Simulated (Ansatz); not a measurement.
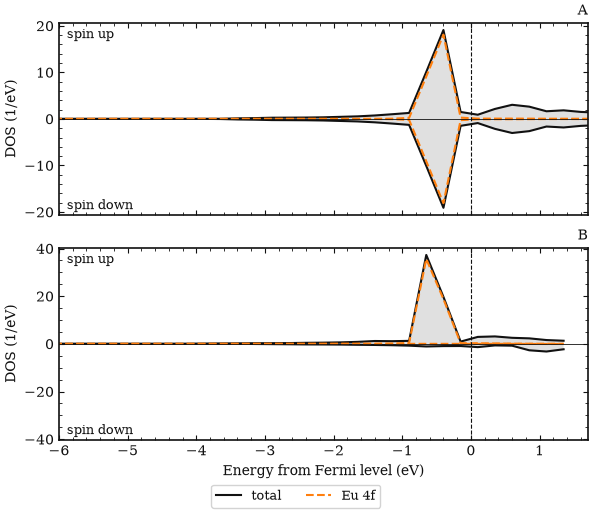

Spin-resolved densities of states of Eu, space group Im-3m, 2 atoms in the cell, a database entry, rescaled, in two magnetic states on the same cell (spin down negative; each from its own Fermi level). Level of theory: DFT with PBE, PAW plane waves, spin-polarised, 8×8×4 k mesh, Fermi-Dirac smearing of 0.1 eV; code Ansatz.

### Which panel is which state: ferromagnetic and antiferromagnetic?

A is antiferromagnetic (net moment 0.0 μB, local moments 14.3 μB in all, metal); B is ferromagnetic (net moment 14.8 μB, local moments 14.8 μB in all, metal). Unequal spin channels mark a net moment; equal ones mean that moments cancel or are absent.

### Which of these states is lowest in energy?

The ferromagnetic one; the antiferromagnetic state lies 14 meV an atom higher. Other orders weren't compared here.

Spin-orbit coupling is left out, which matters for Eu.
